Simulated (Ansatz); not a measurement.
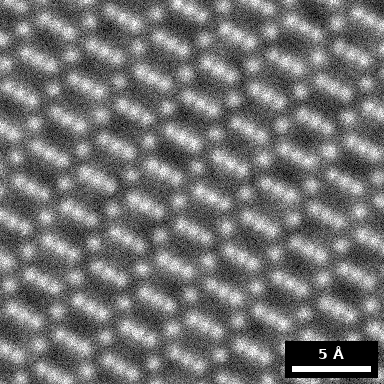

An image along [110] of one of the structures below (computed or model cells, partly hypothetical, each in its standard cell). Simulated as the projected potential of neutral atoms (B = 0.5 Å²) blurred by a 0.50 Å probe, the thin-sample limit of integrated differential phase contrast. The display is stretched by a gamma of 0.65; percentages refer to the linear signal. Shot noise and the speckle of an amorphous layer were added.

A. Ir
Space group P6_3/mmc (No. 194). a = 2.747 Å, b = 2.747 Å, c = 8.975 Å, α = 90.00°, β = 90.00°, γ = 120.00°
| atom | site | symmetry | x | y | z |
| --- | --- | --- | --- | --- | --- |
| Ir | 2a | -3m. | 0.0000 | 0.0000 | 0.0000 |
| Ir | 2c | -6m2 | 0.3333 | 0.6667 | 0.2500 |

B. Ir
Space group P6/mmm (No. 191). a = 4.349 Å, b = 4.349 Å, c = 2.686 Å, α = 90.00°, β = 90.00°, γ = 120.00°
```csv
atom,site,symmetry,x,y,z
Ir,1a,6/mmm,0.0000,0.0000,0.0000
Ir,2d,-6m2,0.3333,0.6667,0.5000
```

C. Ir
Space group Pm-3n (No. 223). a = 4.961 Å, b = 4.961 Å, c = 4.961 Å, α = 90.00°, β = 90.00°, γ = 90.00°
```tsv
atom	site	symmetry	x	y	z
Ir	2a	m-3.	0.0000	0.0000	0.0000
Ir	6c	-4m.2	0.2500	0.0000	0.5000
```

D. Mo
Space group Fm-3m (No. 225). a = 4.003 Å, b = 4.003 Å, c = 4.003 Å, α = 90.00°, β = 90.00°, γ = 90.00°
| atom | site | symmetry | x | y | z |
| --- | --- | --- | --- | --- | --- |
| Mo | 4a | m-3m | 0.0000 | 0.0000 | 0.0000 |

### Which structure was imaged?

C, Ir. Along [110] the projected cells are A 2.38 × 8.97 Å, 90°; B 2.69 × 3.77 Å, 90°; C 2.48 × 3.51 Å, 90°; D 2.45 × 2.45 Å, 109°. The image repeats as C does.

Structure C: coordinates from a relaxation with DFT, revPBE, plane waves (420 eV) with PAW, scalar-relativistic in Ansatz 0.2.0; the starting structure was generated, so it need not be a known form of this composition.
